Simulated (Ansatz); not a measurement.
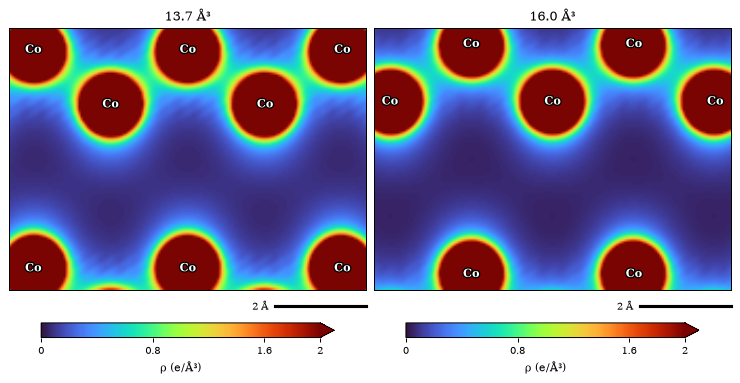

Co. The valence pseudo-density of cells scaled evenly to different volumes (given per atom above each panel), on the (11̄0) plane of each (indices in the axes of the cell below), at one length scale and on one colour scale.

A generated structure, not necessarily the stable one; spin-polarised.

All numbers below come from Ansatz 0.2.0, DFT, m-r2SCAN, plane waves (500 eV) with PAW, scalar-relativistic.

Core electrons are frozen (PAW), and the valence fields are smoothed inside the atomic spheres.

The largest cell:

```yaml
crystal:
  lattice:
    - [0.00000, 2.52040, 2.52040]
    - [2.52040, 0.00000, 2.52040]
    - [2.52040, 2.52040, 0.00000]
  atoms:
    - { symbol: Co, position: [0.12500, 0.12500, 0.12500] }
    - { symbol: Co, position: [0.87500, 0.87500, 0.87500] }
```

| volume (Å³/atom) | Co–Co contact in the plane (Å) | ρ at its midpoint (e/Å³) | pressure (GPa) | 
| --- | --- | --- | --- |
| 13.72 | 2.073 | 0.750 | 6.2 | 
| 14.30 | 2.102 | ? | ? | 
| 16.01 | 2.183 | 0.607 | −11.4 | 

What values belong in the row with question marks?

Over the known rows ln ρ falls by 1.92 per Å of Co–Co distance (the line through the two), which gives 0.709 e/Å³ at 2.102 Å; the calculation gives 0.707 e/Å³. For the pressure, a straight line in volume between the neighbouring rows gives 1.7 GPa; the calculation gives −0.2, lower because pressure rises ever faster on compression.
